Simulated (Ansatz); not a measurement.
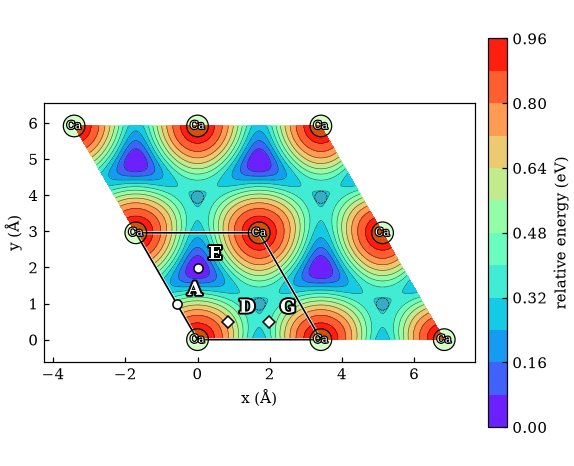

H on a CaO(111) slab cut from the Fm-3m phase, its upper half relaxed before the scan (4 atoms of substrate and one adsorbate in a 1 × 1 cell). 
- H is moved over the surface cell; relaxed at each place: the height of the adsorbate's atoms; substrate rigid; the origin of the map has the adsorbate above Ca4.
- Places are given modulo a cell vector. The map is drawn in real space over the plane of the surface.
- The grid has 6 × 6 points; 10 points were computed and 26 follow by symmetry.
- Energies are in eV, from the lowest grid point.
- With one adsorbate in each 1 × 1 cell, its nearest image is 3.4 Å away, so neighbouring adsorbates interact.
- The calculation used DFT PBE, scalar-relativistic, plane waves, PAW (Ansatz). Settings: cutoff 420 eV, k-mesh 9×9×1, gaussian smearing 0.05 eV, spin-polarised.

Drawn: filled contours, labelled circles for the atoms of the top layer and small ones for the second layer, the outline of one cell of the 2 × 2 shown, lettered points. Between grid points the surface is interpolated.

Rank the lettered points by energy, lowest first.

E (0.00 eV), G (0.39 eV), A (0.55 eV), D (0.67 eV).

What kind of point is each of A, D, E: minimum, saddle, maximum or slope?

A: on a slope; D: on a slope; E: minimum. (In these two coordinates alone; a stationary point may lie a little off the grid point.)
